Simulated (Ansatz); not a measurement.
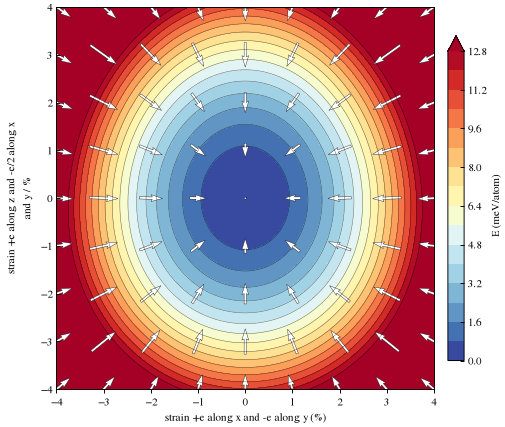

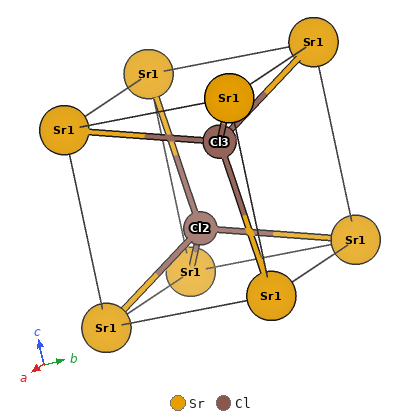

Energy landscape of SrCl₂ (Fm-3m, No. 225; 3 atoms in the cell). 
- The energy is mapped over two homogeneous strains (x, y and z along the cube axes).
- Coordinates scanned: (1) strain +e along x and -e along y; (2) strain +e along z and -e/2 along x and y.
- Nothing is relaxed (symmetry fixes all fractional coordinates).
- Grid: 9 × 9 points; 39 points were computed and 42 follow by symmetry.
- Points are written as (first, second).
- All energies are given in meV/atom relative to the lowest grid point.
- Method: DFT PBE, scalar-relativistic, plane waves, PAW in Ansatz 0.2.0. Settings: cutoff 420 eV, k-mesh 6×6×6, gaussian smearing 0.05 eV, no spin polarisation.

In the figure: filled contours, arrows along the force (downhill), their lengths compressed, one colour for all values above the top of the scale. Between grid points the surface is interpolated. The second picture is the structure at the lowest point

**Summarise what can be read from the map.**

The lowest grid point is at (0 %, 0 %). No other kind of well shows on this grid. The highest grid point, (−4 %, 4 %), lies 26.8 meV/atom above the lowest. Round the minimum the two coordinates are nearly uncoupled. The gap on the k-mesh is 5.2 eV at the lowest point and runs from 4.6 to 5.2 eV over the map.

The values on the grid:

| second ↓, first → | −4 | −3 | −2 | −1 | 0 | 1 | 2 | 3 | 4 |
| --- | --- | --- | --- | --- | --- | --- | --- | --- | --- |
| 4 | 26.8 | 19.7 | 14.6 | 11.6 | 10.6 | 11.6 | 14.6 | 19.7 | 26.8 |
| 3 | 21.8 | 14.8 | 9.9 | 7.0 | 6.0 | 7.0 | 9.9 | 14.8 | 21.8 |
| 2 | 18.0 | 11.3 | 6.5 | 3.6 | 2.7 | 3.6 | 6.5 | 11.3 | 18.0 |
| 1 | 15.6 | 9.1 | 4.4 | 1.6 | 0.7 | 1.6 | 4.4 | 9.1 | 15.6 |
| 0 | 14.6 | 8.2 | 3.6 | 0.9 | 0.0 | 0.9 | 3.6 | 8.2 | 14.6 |
| −1 | 14.9 | 8.7 | 4.2 | 1.6 | 0.7 | 1.6 | 4.2 | 8.7 | 14.9 |
| −2 | 16.7 | 10.6 | 6.2 | 3.6 | 2.8 | 3.6 | 6.2 | 10.6 | 16.7 |
| −3 | 19.9 | 13.9 | 9.7 | 7.1 | 6.3 | 7.1 | 9.7 | 13.9 | 19.9 |
| −4 | 24.7 | 18.8 | 14.6 | 12.1 | 11.3 | 12.1 | 14.6 | 18.8 | 24.7 |

The input of one point:

```yaml
crystal:
  lattice:
    - [0.0, 3.5192262993, 3.5192262993]
    - [3.5192262993, 0.0, 3.5192262993]
    - [3.5192262993, 3.5192262993, 0.0]
  atoms:
    - { symbol: Sr, position: [0.0, 0.0, 0.0] }
    - { symbol: Cl, position: [0.25, 0.25, 0.25] }
    - { symbol: Cl, position: [0.75, 0.75, 0.75] }
basis:
  ecutwfc: 420
kpoints:
  mp_grid: { grid: [6, 6, 6] }
hamiltonian:
  xc: pbe
scf:
  occupations: { method: gaussian, width: 0.05 }
output:
  forces: true
  stress: true
  eigenvalues: true
  write_density: true
  write_potential: true
  elf: true
  volumetric_format: npy
```

Each point was launched as `ansatz run input.yaml --threads 1 --pin off --max-ram 2048MiB --backend cpu --events-out ev --progress --plain --runs-dir out`. Time for the 39 points that were run: 2.1 min on 1 thread of Arm Neoverse V2, on a shared host.
